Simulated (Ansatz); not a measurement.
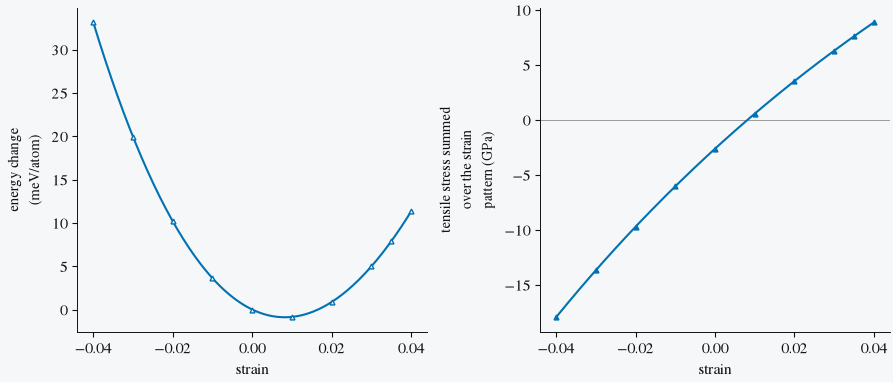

Computed with Ansatz 0.2.0: homogeneous strain of a crystal along one Voigt pattern with engineering shear, fractional coordinates fixed, by plane-wave density functional theory with PAW datasets, free energies less that of the undisturbed cell; scalar-relativistic. Level: PBE, no spin polarisation.

- wave cutoff: 420 eV
- k mesh: 16×16×16
- occupations: Gaussian
- smearing width: 0.15 eV
- k shift: (0, 0, 0) (mesh steps)
- start: as given
- strain pattern: (1, 0, 0, 0, 0, 0) (xx yy zz yz xz xy with engineering shear)

Starting cell:
```xyz
2
Lattice="2.9916 0.0000 0.0000 0.0000 2.9916 0.0000 0.0000 0.0000 2.9916" Properties=species:S:1:pos:R:3 pbc="T T T"
Al    0.0000    0.0000    0.0000
Ru    1.4958    1.4958    1.4958
```

**Figure.** Energy change and tensile stress summed over the strain pattern against strain for AlRu, space group Pm-3m (No. 221).

The energy falls towards positive values, so the start isn't a stationary minimum along this path. The energy change is 33.13 meV/atom at strain −0.040 and 11.32 meV/atom at 0.040; the lowest computed point is at strain 0.010 (−0.85 meV/atom). The tensile stress summed over the strain pattern rises from −18.0 GPa at strain −0.040 to 8.9 GPa at 0.040, and changes sign near 0.008. The slope of stress against strain at the start, which at zero pressure is the clamped-ion constant C11, is 330 GPa. The second derivative of tensile stress is −2400 GPa.

Keep in mind: reference crystal is not relaxed.
